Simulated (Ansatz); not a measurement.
A series of calculations on SnSe

Part 1: Relaxation

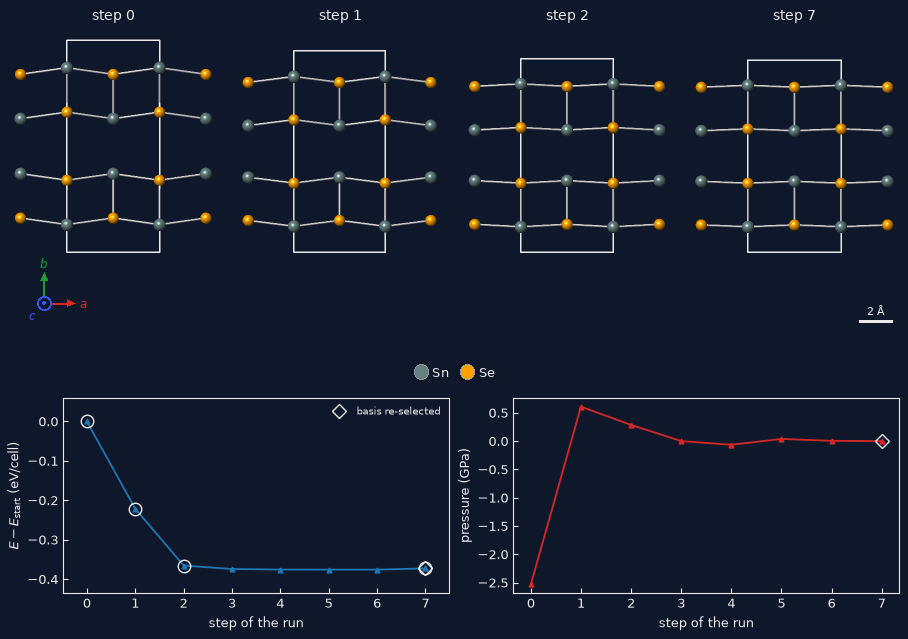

Frames of a relaxation of solid SnSe (set up in Pmmn), marked on the history of the run. Style: ball-and-stick. Shown: the cell of the calculation, along the c axis.

Computed with Ansatz 0.2.0, DFT PBEsol, scalar-relativistic, plane waves, PAW. Set-up: plane-wave cutoff 420 eV; k-point mesh 6 × 4 × 12; occupations gaussian; smearing width 0.1 eV; no spin polarisation; cell and atoms relaxed; force threshold 0.005 eV/Å; at most 80 steps.

Q: Describe the path.

A: The largest moves relative to the cell, 0.26 Å, are those of Sn atoms. Largest moves by element: Sn 0.26 Å, Se 0.25 Å. Cell: a 5.744 → 5.775 Å (+0.5 %), b 13.133 → 11.907 Å (−9.3 %), c 3.046 → 3.001 Å (−1.5 %). Volume −10.2 %. Near-neighbour distances that change, for instance: Se–Sn 2.774 → 2.699 Å, Se–Sn 2.906 → 2.890 Å. Bond angles that change, for instance: Sn–Se–Sn 162.5° → 175.3°, Se–Sn–Se 162.5° → 175.3°, Sn–Se–Sn 98.4° → 92.4°. The space group (tolerance 0.01 Å) goes from Pmmn (No. 59) to Cmmm (No. 65). After 6 accepted moves (7 points after the start) the energy has fallen by 0.373 eV per cell of the calculation. Largest force component: 0.17 eV/Å at the start, 0.00067 eV/Å at the end. The pressure goes from −2.53 to 0.00 GPa. At 1 point the geometry stayed and the basis and grid were re-selected for the new cell (energy shift of 3.1 meV per cell of the calculation at most each time). The run took 7.1 min on 2 threads of Arm Neoverse V2, with other jobs on the host, peak memory 1.2 GiB. From step 0 to 1: Sn atoms move most (0.06 Å), volume −7.8 %, energy −0.221 eV per cell of the calculation. From step 1 to 2: Se atoms move most (0.18 Å), volume −2.7 %, energy −0.144 eV per cell of the calculation. From step 2 to 7: Sn atoms move most (0.06 Å), volume +0.1 %, energy −7.3 meV per cell of the calculation.

```json
{"step": "0", "E − E(0), meV/atom": "0.00", "largest force component, eV/Å": "0.1667", "pressure, GPa": "-2.53", "volume, Å³/atom": "28.721", "note": ""}
{"step": "1", "E − E(0), meV/atom": "-27.65", "largest force component, eV/Å": "0.2924", "pressure, GPa": "0.61", "volume, Å³/atom": "26.477", "note": ""}
{"step": "2", "E − E(0), meV/atom": "-45.66", "largest force component, eV/Å": "0.0194", "pressure, GPa": "0.29", "volume, Å³/atom": "25.756", "note": ""}
{"step": "3", "E − E(0), meV/atom": "-46.76", "largest force component, eV/Å": "0.0422", "pressure, GPa": "0.00", "volume, Å³/atom": "25.726", "note": ""}
{"step": "4", "E − E(0), meV/atom": "-46.93", "largest force component, eV/Å": "0.0127", "pressure, GPa": "-0.06", "volume, Å³/atom": "25.824", "note": ""}
{"step": "5", "E − E(0), meV/atom": "-46.96", "largest force component, eV/Å": "0.0048", "pressure, GPa": "0.04", "volume, Å³/atom": "25.772", "note": ""}
{"step": "6", "E − E(0), meV/atom": "-46.96", "largest force component, eV/Å": "0.0013", "pressure, GPa": "0.01", "volume, Å³/atom": "25.790", "note": ""}
{"step": "7", "E − E(0), meV/atom": "-46.57", "largest force component, eV/Å": "0.0007", "pressure, GPa": "0.00", "volume, Å³/atom": "25.790", "note": "same geometry, new basis"}
```

Part 2: Scan

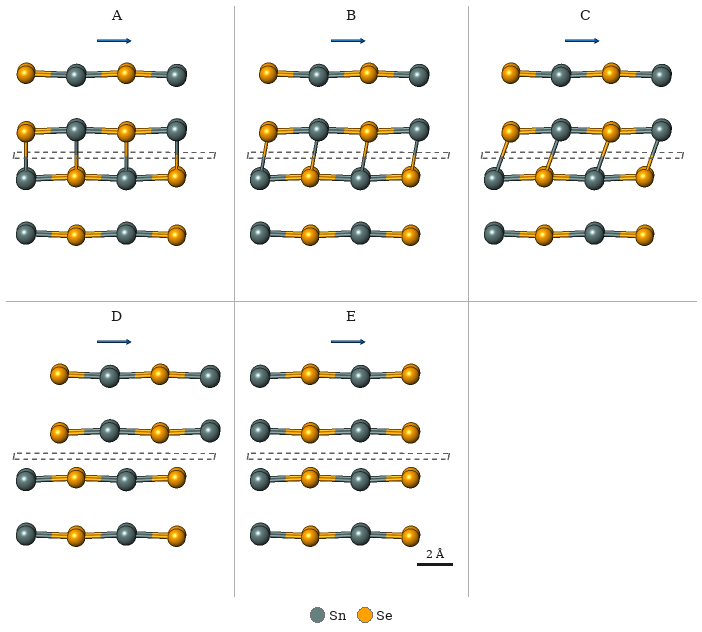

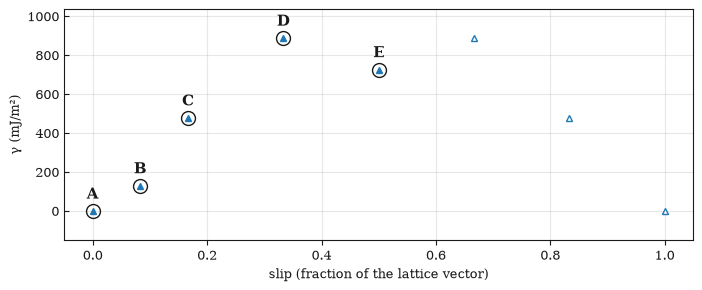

A scan of solid SnSe (Pmmn): the crystal above a cut along the (0 1 0) plane of the conventional cell (between a plane of Se/Sn below and one of Se/Sn above, 2.58 Å apart) is slid rigidly by fractions of an in-plane lattice vector 5.77 Å long (a generalised stacking fault). One cut stands in each cell, which starts 11.9 Å high; nothing is relaxed, and the dashed outline marks the cut, the arrow on top the direction of slip. The lettered frames are marked on the plot. Hollow markers are points alike by symmetry, not computed again. The picture is a ball-and-stick view of the layers on both sides of the cut, seen from the side, nearly along the cut plane.

All numbers below come from DFT PBEsol, scalar-relativistic, plane waves, PAW in Ansatz 0.2.0. Set-up: plane-wave cutoff 420 eV; k-point mesh 13 × 7 × 4; occupations gaussian; smearing width 0.15 eV; no spin polarisation. Energies (free energies at the smearing named) are counted from the relaxed crystal.

### What does the scan show?

The curve starts and ends at zero, since a full lattice vector restores the crystal. Its highest computed point is 888 mJ/m² at slip 0.333 and 0.667. The points are too sparse to place its extrema closely. Relaxation across the fault would lower the values.

The computed points:

```
slip (fraction of the lattice vector)  γ (mJ/m²)
                                0.000          0
                                0.083        130
                                0.167        478
                                0.333        888
                                0.500        727
                                0.667        888
                                0.833        478
                                1.000          0
```

Points that are alike by symmetry were computed once.

Part 3: Scan

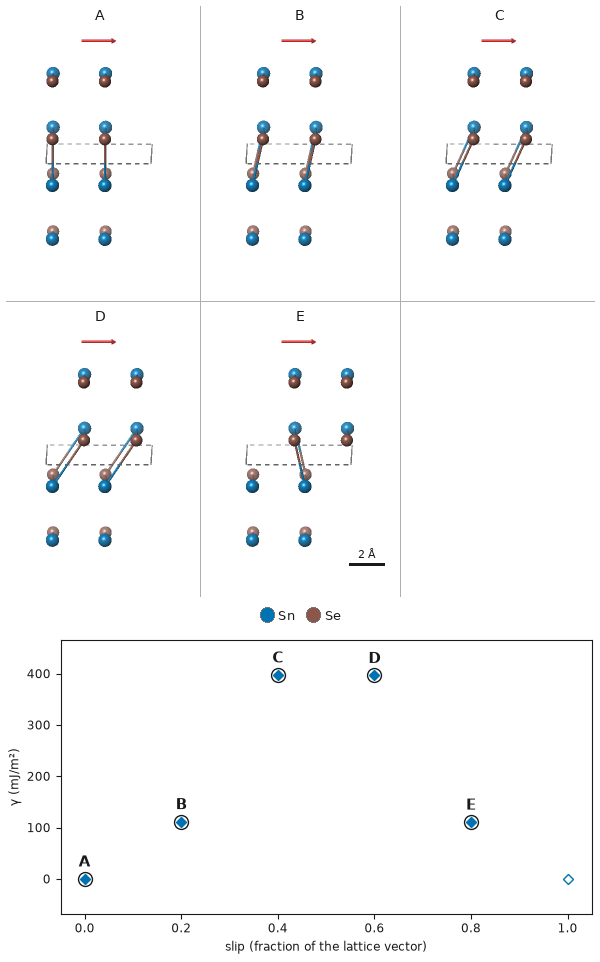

Energy scan for solid SnSe (Pmmn), in which the crystal above a cut along the (0 1 0) plane of the conventional cell (between a plane of Se/Sn below and one of Se/Sn above, 2.58 Å apart) is slid rigidly by fractions of an in-plane lattice vector 3.00 Å long (a generalised stacking fault). One cut stands in each cell, which starts 11.9 Å high; nothing is relaxed, and the dashed outline marks the cut, the arrow on top the direction of slip. The lettered frames are marked on the plot. Hollow markers are points alike by symmetry, not computed again. The picture is a ball-and-stick view of the layers on both sides of the cut, seen from the side, nearly along the cut plane.

Level of theory: Ansatz 0.2.0, DFT PBEsol, scalar-relativistic, plane waves, PAW. (plane-wave cutoff 420 eV; k-point mesh 13 × 7 × 4; occupations gaussian; smearing width 0.15 eV; no spin polarisation). Energies (free energies at the smearing named) are counted from the relaxed crystal.

### Read off the main features of the energy profile.

The curve starts and ends at zero, since a full lattice vector restores the crystal. Its highest computed point is 398 mJ/m² at slip 0.40. The points are too sparse to place its extrema closely. Relaxation across the fault would lower the values.
